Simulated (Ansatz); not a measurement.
System: Cu, space group P-1 (No. 2), 10 atoms in the cell.

Space group C2/m (No. 12). a = 3.536 Å, b = 3.704 Å, c = 2.500 Å, α = 90.00°, β = 133.62°, γ = 90.00°
| atom | site | symmetry | x | y | z |
| --- | --- | --- | --- | --- | --- |
| Cu | 2a | 2/m | 0.5000 | 0.5000 | 0.0000 |

Computed with Ansatz: DFT PBE, scalar-relativistic, plane waves, PAW, no spin polarisation, 6×6×6 k mesh, 420 eV cutoff, Gaussian smearing of 0.1 eV.

Predict the main features of the density of states.

It is a metal. The density of states at the Fermi level is about 3 per eV and cell (mean within 0.25 eV), or 0.3 per atom. By projected weight, the states within 0.3 eV of the Fermi level are Cu 4s (55 %) and Cu 3d (45 %); the projections cover about 80 % of the total there. Over the range shown, the centre of the Cu 3d weight lies 2.8 eV below the Fermi level, and the shell is essentially full. The tallest peak in the window is at −1.7 eV; by projected weight it is Cu 3d almost alone.

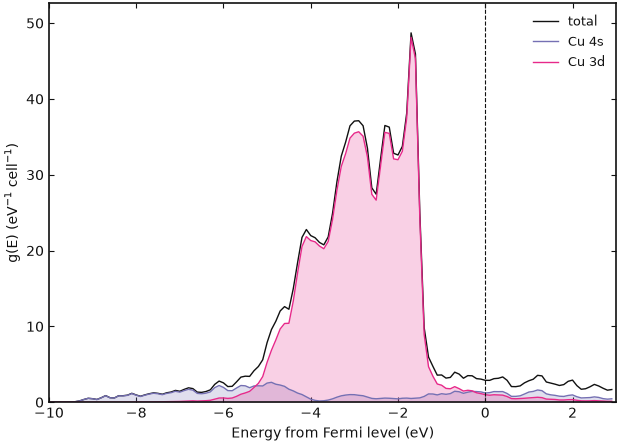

Density of states. Energies are counted from the Fermi level. The partial curves are projected on Löwdin-orthogonalised atomic shells; they sum to less than the total at higher energies, where shells without a projector contribute.
